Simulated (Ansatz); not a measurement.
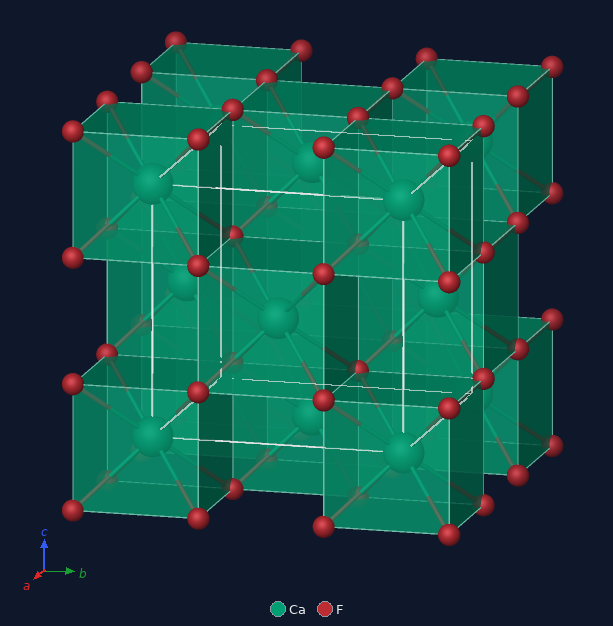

We look at a polyhedral model of the crystal slightly off an axis. One conventional unit cell is outlined, and atoms on its boundary appear in each equivalent place. Some atoms of the next cells are drawn as well.

CaF2, fluorite (CaF₂ type), space group Fm-3m (No. 225), a = 5.511 Å, b = 5.511 Å, c = 5.511 Å, α = 90.00°, β = 90.00°, γ = 90.00°. Provenance: a structure type filled with these elements by a generator (whether the compound takes this form wasn't checked). Earlier steps of the study, as a rule a relaxation of our own, may have changed the cell and positions, so they can lie some per cent off the listed ones. It went into a calculation with Ansatz.

This one geometry was computed with Ansatz (DFT, plane waves, PAW) at three levels of theory: PBE, HSE06 and LDA.

Q: Which level gives the highest pressure at this volume, and what does that say about its equilibrium volume?

A: Highest: PBE (0.0 GPa), which points to the largest equilibrium volume. Lowest, with the smallest volume: LDA (-8.2 GPa). Levels within 0.5 GPa of each other can't be told apart.

Q: How does the band gap change with the level of theory?

A: LDA: a gap of 6.77 eV, indirect; PBE: a gap of 7.14 eV, indirect; HSE06: a gap of 9.20 eV, indirect.

Q: Collect the results in a table.

A:
| level | cutoff (eV) | k-mesh of the run's cell | gap (eV) | pressure (GPa) |
| --- | --- | --- | --- | --- |
| PBE | 420 | 8×8×8 | 7.14 | 0.0 |
| HSE06 | 420 | 6×6×6 | 9.20 | -1.9 |
| LDA | 420 | 8×8×8 | 6.77 | -8.2 |

Gaps are taken on the k-mesh or band path of each run.
